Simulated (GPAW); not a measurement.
# Collinear magnetic orders of linear Cr chain, spacing 2.237 A with GPAW, part 2 of 2

A self-consistent run ends on one state, which hangs on the start. Several orders of linear Cr chain, spacing 2.237 A are started in GPAW and their energies compared.

GPAW 26.7.0; PBE; plane waves with GPAW's PAW setups, scalar-relativistic.

So far. Step 2 (Run 1 (ferro +)): After 15 cycles the largest moment stands at 2.71 μB.

## (3) Start 2: antiferro q=(0,0,1/2) +-

Another pattern of signs weighs the neighbour shells otherwise.

This order needs a doubled cell of 2 atoms. Its mesh is chosen so that both cells sample the same points.

The input, order2.py:

```python
import json
import numpy as np
from ase import Atoms
from ase.parallel import paropen, parprint
from gpaw import GPAW

atoms = Atoms(['Cr', 'Cr'],
    cell=[[12.0, 0.0, 0.0],
         [0.0, 12.0, 0.0],
         [0.0, 0.0, 4.474]],
    scaled_positions=[[0.5, 0.5, 0.0],
         [0.5, 0.5, 0.5]],
    pbc=True,
    magmoms=[2.5, -2.5])
atoms.calc = GPAW(mode={'name': 'pw', 'ecut': 550},
    xc='PBE',
    kpts={'size': (1, 1, 6), 'gamma': True},
    occupations={'name': 'fermi-dirac', 'width': 0.1},
    convergence={'density': 1e-05, 'energy': 1e-05},
    maxiter=200,
    symmetry={'tolerance': 1e-4},
    txt='order2.txt')
e = atoms.get_potential_energy(force_consistent=True)
res = {'free_energy': e, 'energy_sigma0': atoms.get_potential_energy(), 'fermi_energy': atoms.calc.get_fermi_level()}
res['moments'] = atoms.get_magnetic_moments().tolist()
res['total'] = atoms.get_magnetic_moment()
parprint('site moments (muB):', np.round(res['moments'], 3))
parprint(f"total moment: {res['total']:.3f} muB")
parprint(f'free energy: {e:.6f} eV')
atoms.calc.write('order2.gpw')
with paropen('results.json', 'w') as f:
    json.dump(res, f)
```

Command:

```console
OMP_NUM_THREADS=1 python3 order2.py > order2.log
```

Numbers of over 12 decimals in the logs are rounded to 6 here.

The program printed:

```text
site moments (muB): [ 3.449 -3.449]
total moment: -0.000 muB
free energy: -12.721112 eV

--- order2.txt ---
Input parameters:
  mode=PW(ecut=550),
  convergence={'density': 1e-05, 'energy': 1e-05},
  kpts=MonkhorstPack(size=(1, 1, 6), gamma=True),
  maxiter=200,
  occupations=Occupations(name='fermi-dirac', width=0.1),
  symmetry=Symmetry(tolerance=0.0001),
  xc=XC(name='PBE')

Diagonalizing LCAO Hamiltonian
Converting LCAO to pw mode
        .----------------------------.
       /|                            |
      / |                            |
     /  |                            |
    /   |                            |
   /    .----------------------------.
  /    /           Cr               /
 *    /                            /
 |   /                            /
 |  /              Cr            /
 | /                            /
 |/                            /
 *----------------------------*

Atoms  # Å, Bohr magnetons
|   | symbol |        x |        y |        z |    initial magnetic moments |
|---|--------|----------|----------|----------|-----------------------------|
| 0 |     Cr | 6.000000 | 6.000000 | 0.000000 | ( 0.0000,  0.0000,  2.5000) |
| 1 |     Cr | 6.000000 | 6.000000 | 2.237000 | ( 0.0000,  0.0000, -2.5000) |

Unit cell  # Å
| periodic |         x |         y |        z |   lengths |    angles |
|----------|-----------|-----------|----------|-----------|-----------|
|      yes | 12.000000 |  0.000000 | 0.000000 | 12.000000 | 90.000000 |
|      yes |  0.000000 | 12.000000 | 0.000000 | 12.000000 | 90.000000 |
|      yes |  0.000000 |  0.000000 | 4.474000 |  4.474000 | 90.000000 |

Number of symmetries: 16

BZ-sampling:
  Number of BZ points: 6
  Number of IBZ points: 4

  Monkhorst-Pack size: [1, 1, 6]
  Monkhorst-Pack shift: [0.0, 0.0, 0.083333]

Plane wave coefficients: 18945
Cutoff: 550.0 eV

Spin-components: 2 (collinear spins)
Bands:           12
Projectors:      12
Spin-degeneracy: 1
Datatype:        complex128

Parallelization:
  kpt:    1
  domain: 1
  band:   1

Density:
  Valence electrons: 12.0
  Components: 2
  Grid points: [70 70 25]
  Charge: 0.0  # |e|

Potential:
  Grid points: [70 70 25]

[... setups left out ...]
Reference energy: -57164.754899  # eV

eigensolver:
  PPCG
  Converge bands: occupied
  niter=2

density mixing:
  MSR1-Mixer
  Pratt-step length: 0.05
  Maximum mixing coefficient: 0.75
  Old densities: 10
  SVD Regularization: 0.005
  Good broyden scale: 1.0
  Trust region scale: 1.0
  Backstep threshold: 4.0
  History deletion threshold: 6.0
  Fourier metric: weight=20.0, sigma=0.015

occupation numbers:
  Fermi-Dirac:
    width: 0.1000  # eV

poisson solver:
  ecut: 4400.0  # eV

xc functional:
  name: PBE with 2 nearest neighbor stencil

convergence criteria:
- Maximum integral of absolute [dens]ity change: 1e-05 electrons / valence electron
- Maximum [total energy] change in last 3 cyles: 1e-05 eV / valence electron
- Maximum integral of absolute [eigenst]ate change: 4e-08 eV^2 / valence electron
maximum number of iterations: 200

SCF iterations
|iter     |      energy | eigst |  dens |  magmom |
|---------|-------------|-------|-------|---------|
|iter:   1|       0s |  -14.516545 | +0.61 |       |  +0.0000|
|iter:   2|       2s |  -13.439918 | -1.05 | -0.27 |  -0.0000|
|iter:   3|       4s |  -12.376128 | -0.13 | -0.32 |  -0.0000|
|iter:   4|       5s |  -12.698323 | -0.91 | -0.67 |  -0.0001|
|iter:   5|       7s |  -12.715931 | -1.54 | -1.12 |  +0.0004|
|iter:   6|       9s |  -12.718883 | -1.94 | -1.69 |  -0.0007|
|iter:   7|      11s |  -12.714514 | -2.48 | -1.71 |  +0.0000|
|iter:   8|      12s |  -12.715348 | -3.38 | -2.16 |  -0.0000|
|iter:   9|      14s |  -12.715627 | -3.91 | -2.49 |  -0.0001|
|iter:  10|      16s |  -12.715690 | -4.50 | -3.01 |  -0.0000|
|iter:  11|      18s |  -12.715703c| -4.90 | -3.44 |  -0.0000|
|iter:  12|      20s |  -12.715702c| -5.42 | -3.99 |  +0.0000|
|iter:  13|      21s |  -12.715701c| -5.84 | -4.38 |  +0.0000|
|iter:  14|      23s |  -12.715701c| -6.27 | -4.46 |  +0.0000|
|iter:  15|      25s |  -12.715701c| -6.69 | -5.27c|  -0.0000|
|iter:  16|      27s |  -12.715701c| -7.10 | -4.96 |  -0.0000|
|iter:  17|      28s |  -12.715701c| -7.48c| -5.55c|  -0.0000|

Converged in 17 steps
Energy contributions relative to reference atoms: (reference = -57164.754899)

Energy contributions:
  Kinetic:          12.428756
  Coulomb:         -12.772794
  Zero:              0.094635
  External:          0.000000
  Xc:              -12.460887
  Entropy:          -0.010821
  Spinorbit:         0.000000
  ----------------------------
  Free energy:     -12.721112
  Extrapolated:    -12.715701

dipole moment: (0.000130, 0.000130, -10.572732)  # |e|*Ang

Total magnetic moment: (0.000000, 0.000000, -0.000000)

Local magnetic moments
|        x |        y |         z |
|----------|----------|-----------|
| 0.000000 | 0.000000 |  3.448926 |  # Cr   0
| 0.000000 | 0.000000 | -3.448923 |  # Cr   1

Fermi level: -3.319
Eigenvalues  # (at kpt = [0.000, 0.000, 0.000])
| band index |      eig [eV] | occ [0-1] |      eig [eV] | occ [0-1] |
|------------|---------------|-----------|---------------|-----------|
|          0 |        -6.327 |     1.000 |        -6.327 |     1.000 |
|          1 |        -4.933 |     1.000 |        -4.933 |     1.000 |
|          2 |        -4.933 |     1.000 |        -4.933 |     1.000 |
|          3 |        -4.642 |     1.000 |        -4.642 |     1.000 |
|          4 |        -3.985 |     0.999 |        -3.985 |     0.999 |
|          5 |        -3.985 |     0.999 |        -3.985 |     0.999 |
|          6 |        -1.809 |     0.000 |        -1.809 |     0.000 |
|          7 |        -0.445 |     0.000 |        -0.445 |     0.000 |
|          8 |        -0.414 |     0.000 |        -0.414 |     0.000 |
|          9 |        -0.407 |     0.000 |        -0.407 |     0.000 |
|         10 |         0.313 |     0.000 |         0.313 |     0.000 |
|         11 |         0.313 |     0.000 |         0.313 |     0.000 |

Gap: 0.928 eV
Transition (v -> c):
  (s=0, k=3, n=5, [0.00, 0.00, 0.50]) -> (s=0, k=3, n=6, [0.00, 0.00, 0.50])
No difference between direct/indirect transitions
```

Run time: 32 s. Hardware: 1 MPI rank of Intel Xeon 6975P-C (Granite Rapids), shared host; peak memory 0.5 GiB.

Spin moment in the augmentation sphere by atom:

```tsv
atom	spin moment in the augmentation sphere (μB)
Cr1	3.45
Cr2	-3.45
```

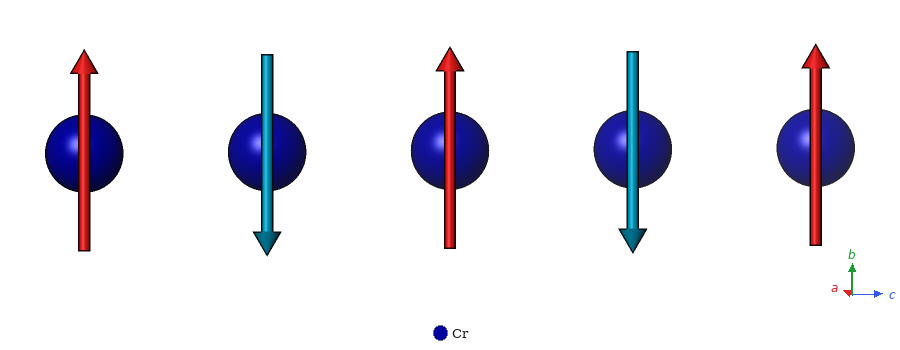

Spin moment in the augmentation sphere as arrows, the longest 3.45 μB. Up and down stand for the sign. Arrows give size and sign along the axis of quantisation, drawn up and down the page. The two directions have two colours. 1×1×2 cells are drawn. Some periodic images of atoms are drawn too.

Numbers from this step:

| Property | Result |
| --- | --- |
| magnetization | 0 μB |
| final state | antiferromagnetic |

It lies 869 meV a seeded atom under the first start, and its largest moment is 3.45 μB against 2.71 μB.

## (4) Start 3: no spin polarisation

This run holds no moments, which gives a state to set the others against.

The input, nospin.py:

```python
import json
import numpy as np
from ase import Atoms
from ase.parallel import paropen, parprint
from gpaw import GPAW

atoms = Atoms(['Cr'],
    cell=[[12.0, 0.0, 0.0],
         [0.0, 12.0, 0.0],
         [0.0, 0.0, 2.237]],
    scaled_positions=[[0.5, 0.5, 0.0]],
    pbc=True)
atoms.calc = GPAW(mode={'name': 'pw', 'ecut': 550},
    xc='PBE',
    kpts={'size': (1, 1, 12), 'gamma': True},
    occupations={'name': 'fermi-dirac', 'width': 0.1},
    convergence={'density': 1e-05, 'energy': 1e-05},
    maxiter=200,
    symmetry={'tolerance': 1e-4},
    txt='nospin.txt')
e = atoms.get_potential_energy(force_consistent=True)
res = {'free_energy': e, 'energy_sigma0': atoms.get_potential_energy(), 'fermi_energy': atoms.calc.get_fermi_level()}
parprint(f'free energy: {e:.6f} eV')
atoms.calc.write('nospin.gpw')
with paropen('results.json', 'w') as f:
    json.dump(res, f)
```

Command:

```console
OMP_NUM_THREADS=1 python3 nospin.py > nospin.log
```

The program printed:

```text
free energy: -4.831674 eV

--- nospin.txt ---
Input parameters:
  mode=PW(ecut=550),
  convergence={'density': 1e-05, 'energy': 1e-05},
  kpts=MonkhorstPack(size=(1, 1, 12), gamma=True),
  maxiter=200,
  occupations=Occupations(name='fermi-dirac', width=0.1),
  symmetry=Symmetry(tolerance=0.0001),
  xc=XC(name='PBE')

Diagonalizing LCAO Hamiltonian
Converting LCAO to pw mode
        .----------------------------.
[...]
| band index |      eig [eV] | occ [0-2] |
|------------|---------------|-----------|
|          0 |        -6.800 |     2.000 |
|          1 |        -4.866 |     2.000 |
|          2 |        -4.147 |     1.965 |
|          3 |        -4.147 |     1.965 |
|          4 |        -2.025 |     0.000 |
|          5 |        -2.025 |     0.000 |
|          6 |        -1.506 |     0.000 |
|          7 |        -1.506 |     0.000 |

No gap
No difference between direct/indirect transitions


[key lines of the parts left out:]
Free energy:      -4.831674
Converged in 16 steps
dipole moment: (0.000065, 0.000065, -5.385721)  # |e|*Ang
Fermi level: -3.744
```

It took 9.9 s on 1 MPI rank; peak memory 0.25 GiB.

Numbers from this step:

```
final state : non-magnetic (no spin polarisation)
```

It lies 660 meV a seeded atom over the first start.

## (5) Another try

An input with a fault is tried, to see how the program answers.

The input, run.py:

```python
import json
import numpy as np
from ase import Atoms
from ase.parallel import paropen, parprint
from gpaw import GPAW

atoms = Atoms(['Cr'],
    cell=[[12.0, 0.0, 0.0],
         [0.0, 12.0, 0.0],
         [0.0, 0.0, 2.237]],
    scaled_positions=[[0.5, 0.5, 0.0]],
    pbc=True,
    magmoms=[2.5])
atoms.calc = GPAW(mode={'name': 'pw', 'ecut': 550},
    xc='PBE',
    kpts={'size': (1, 1, 12), 'gamma': True},
    occupation={'name': 'fermi-dirac', 'width': 0.1},
    convergence={'density': 1e-05, 'energy': 1e-05},
    maxiter=100,
    symmetry={'tolerance': 1e-4},
    txt='run.txt')
e = atoms.get_potential_energy(force_consistent=True)
res = {'free_energy': e, 'energy_sigma0': atoms.get_potential_energy(), 'fermi_energy': atoms.calc.get_fermi_level()}
res['moments'] = atoms.get_magnetic_moments().tolist()
res['total'] = atoms.get_magnetic_moment()
parprint('site moments (muB):', np.round(res['moments'], 3))
parprint(f"total moment: {res['total']:.3f} muB")
parprint(f'free energy: {e:.6f} eV')
atoms.calc.write('run.gpw')
with paropen('results.json', 'w') as f:
    json.dump(res, f)
```

Command:

```console
OMP_NUM_THREADS=1 python3 run.py > run.log
```

The program printed:

```text
TypeError: GPAW() got an unexpected keyword argument 'occupation'
```

Elapsed: 1.1 s, on 1 MPI rank; peak memory 0.1 GiB.

The program refused the input before any cycle.

The program's message: “TypeError: GPAW() got an unexpected keyword argument 'occupation'”

A key was misspelt on purpose.

The name must match the manual letter for letter.

## (6) Energies of the orders

These are free energies at a smearing of 0.1 eV, so its entropy term is in the differences. They are divided by the number of seeded atoms, so that cells of unlike size compare. Wavevectors q in the names are fractions of the reciprocal vectors of the first run's cell.

Orders:

```tsv
start	final state	typed order kept	energy over the lowest (meV a seeded atom)	largest site moment (μB)	net moment (μB a primitive cell)	mesh matched	CPU time (s)
ferro +	ferromagnetic	yes	868.9	2.713	3.527	yes	17.44
antiferro q=(0,0,1/2) +-	antiferromagnetic	yes	0	3.449	0	yes	32.08
no spin polarisation	non-magnetic	-	1529	0	0	yes	9.79
```

## (7) What came out

| Quantity | Value |
| --- | --- |
| lowest state found | antiferromagnetic (typed antiferro q=(0,0,1/2) +-) |
| largest site moment | 3.45 μB |
| next state | ferromagnetic, 869 meV a seeded atom higher |
| energy gained by spin polarisation | 1529 meV a seeded atom |

**Reading.** The lowest state found is antiferromagnetic, reached from the start antiferro q=(0,0,1/2) +-, with moments up to 3.45 μB. The next state costs 869 meV a seeded atom. This is the lowest of 3 finished starts, no proof of the ground state.

[Logs and program files are shortened in this print: banners, set-up blocks, solver, clock and traceback lines can be left out without a mark of their own.]

[Logs are printed without paths, hosts, clocks, repeated set-up lines and the standing remarks that a program may print on its own settings, such as how far it seeks lower states.]

[Hosts, paths, dates, database ids (printed as entryN), source tags and the programs' standing remarks are cut or masked in the printed files.]

[Where a cell is said to come from a database of computed structures, the database is the Materials Project.]
